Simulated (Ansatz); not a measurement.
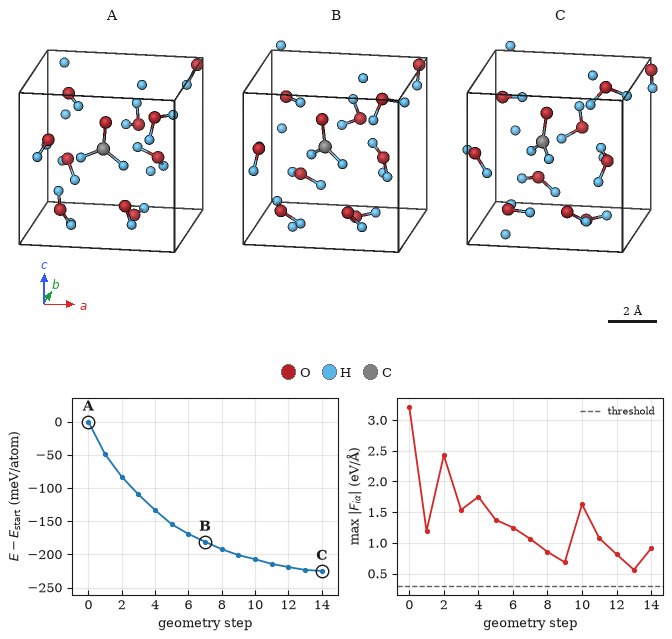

Frames of a relaxation of an amorphous cell of composition H22CO11, marked on the history of the run. Style: ball-and-stick. Shown: the cell of the calculation, slightly off an axis.

The cell holds 10 H2O + 1 H2CO. The run prepares the start of a later molecular dynamics calculation, from a guessed geometry.

The calculation used DFT PBE, scalar-relativistic, plane waves, PAW (Ansatz 0.2.0). Settings: plane-wave cutoff 420 eV; k-point mesh 1 × 1 × 1; occupations fermi dirac; smearing width 0.05 eV; no spin polarisation; atoms relaxed in a fixed cell; force threshold 0.3 eV/Å; at most 15 steps.

Question: What happens along the run?

Answer: The relaxation stopped without meeting its thresholds, so the last structure isn't shown to be converged. It used up its limit of 15 steps. The largest move is that of an H atom, 1.64 Å roughly along [2 1 −1]. By element the largest moves are H 1.64 Å, O 1.27 Å, C 0.50 Å. The cell doesn't change. Some distances before and after: H–O 0.969 → 1.019 Å, H–O 0.969 → 0.995 Å, C–O 1.220 → 1.228 Å, H–O 0.969 → 0.974 Å. Bond angles that change, for instance: H–O–H 104.0° → 109.7°, H–O–H 104.0° → 108.0°, H–C–H 115.7° → 118.6°. Over 14 geometry steps the energy falls by 225 meV per atom. The largest force component goes from 3.2 to 0.91 eV/Å. Cost: 37 s on 1 thread of Intel(R) Xeon(R) Platinum 8259CL CPU @ 2.50GHz (Skylake/Cascade Lake) (shared host), peak memory 0.51 GiB. From step 0 to 7: an H atom moves most (1.08 Å), energy −181 meV per atom. From step 7 to 14: an H atom moves most (0.96 Å), energy −44.0 meV per atom.

Limits of the set-up: the program's low-accuracy preset was used; the periodic images lie only 6.6 Å apart, so the values are limited by the cell's size.
